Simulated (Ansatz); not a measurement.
Consider NiO$_{2}$.

```xyz
6
Lattice="2.7735 0.0000 0.0000 -1.3867 2.4019 0.0000 0.0000 0.0000 10.2700" Properties=species:S:1:pos:R:3 pbc="T T T"
Ni    0.0000    0.0000    0.0000
Ni    0.0000    0.0000    5.1350
O     1.3867    0.8006    0.9406
O     1.3867    0.8006    4.1944
O     0.0000    1.6013    9.3294
O     0.0000    1.6013    6.0756
```

Space group P6₃/mmc; a structure from a database of computed crystals, not necessarily the ambient phase; computed without spin polarisation.

These are results of Ansatz, DFT r2SCAN, scalar-relativistic, plane waves, PAW, not measurements.

> What can the converged valence pseudo-density and electron localisation function tell about the bonding?

Ni–O (1.86 Å): the density is about 0.86 e/Å³ at the midpoint; the ELF peaks at about 0.85 in the valence shell of O, 0.6 Å from its nucleus, and is about 0.30 at the midpoint.

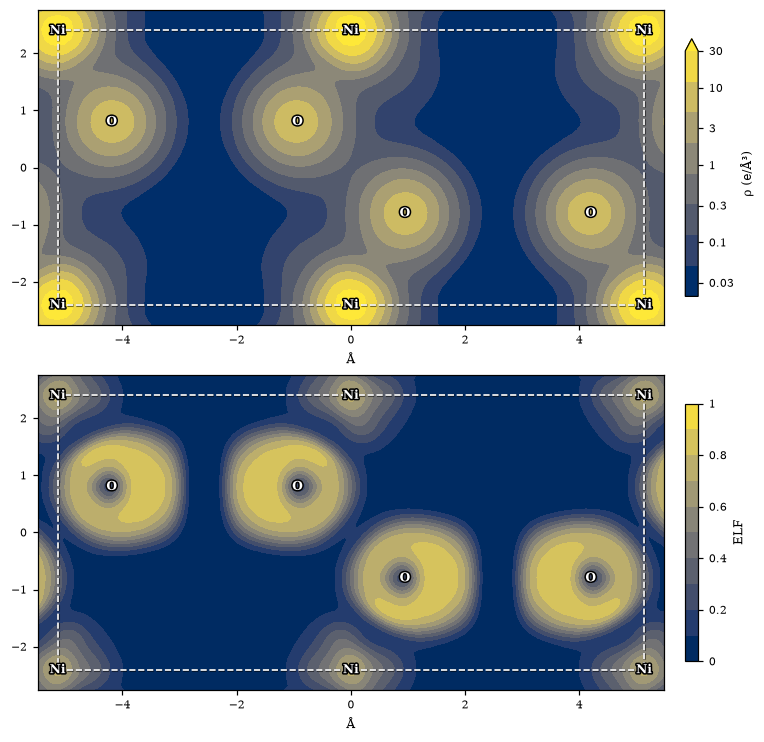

Computed valence pseudo-density and electron localisation function on the (110) plane of the conventional cell, in this order. 

In a PAW calculation such maps are meaningful between the atoms, not at the nuclei.
